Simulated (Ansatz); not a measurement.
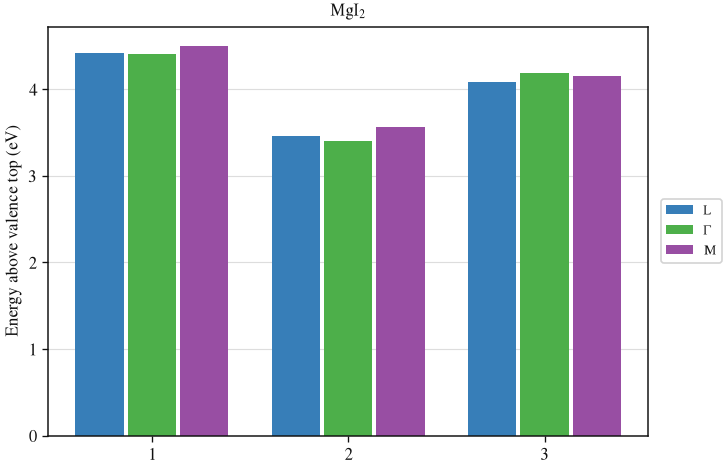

Lowest conduction level at each named k point, counted from the valence-band top at Γ, by several methods on one cell of MgI2, space group C2/m (No. 12), 3 atoms in the primitive cell, relaxed with r2SCAN+rVV10, then under +4.46 % uniaxial x strain; a = 4.34 Å, b = 4.20 Å, c = 6.88 Å, α = 90.00°, β = 90.00°, γ = 121.09°. All runs are without spin-orbit coupling and carry no moments. Points keep the names that they have in the unstrained cell. The names follow the standardised cell of this lattice; in reduced coordinates of the cell that was run, L is (0.5, 0, 0.5) and M is (0.5, 0, 0). The smallest gap lies off these points.

Q: Which column is which method? They are HSE06, r2SCAN and PBE.

A: 1 is HSE06; 2 is PBE; 3 is r2SCAN.

| method | program | L (eV) | Γ (eV) | M (eV) |
| --- | --- | --- | --- | --- |
| PBE | Ansatz | 3.46 | 3.40 | 3.56 |
| r2SCAN | Ansatz | 4.08 | 4.19 | 4.15 |
| HSE06 | Ansatz | 4.42 | 4.41 | 4.50 |

Q: Does HSE06 shift these levels rigidly from PBE?

A: The shifts are +0.96 eV at L, +1.01 eV at Γ and +0.94 eV at M, and at points that aren't plotted +1.04 eV (A), +0.97 eV (K) and +1.06 eV (H): over the named points that both runs hold, a spread of 0.12 eV on a mean of 1.00 eV, so one shift describes them well.

Settings. PBE: Ansatz PAW set, 12×12×4 k mesh, 420 eV cutoff, Fermi-Dirac smearing of 0.02 eV (Ansatz 0.2.0). r2SCAN: Ansatz PAW set, 12×12×4 k mesh, 500 eV cutoff, fixed occupations (Ansatz). HSE06: Ansatz PAW set, 6×6×4 k mesh, 420 eV cutoff, fixed occupations (Ansatz).

The cell's inner coordinates are idealised or old. Spin-orbit coupling is left out, which matters for I. LDA, GGA and most meta-GGA functionals understate gaps. r2SCAN and HSE06: the PAW data sets were made with another functional. Over all k points computed the smallest gap is 3.25 eV in PBE, 3.84 eV in r2SCAN and 4.19 eV in HSE06, from the valence top at Γ to the conduction bottom at (0, 0.469, 0.279) in reduced coordinates. The names follow the standardised cell of this lattice; in reduced coordinates of the cell that was run, A is (0, 0, 0.5), K is (0.333, 0.333, 0) and H is (0.333, 0.333, 0.5).
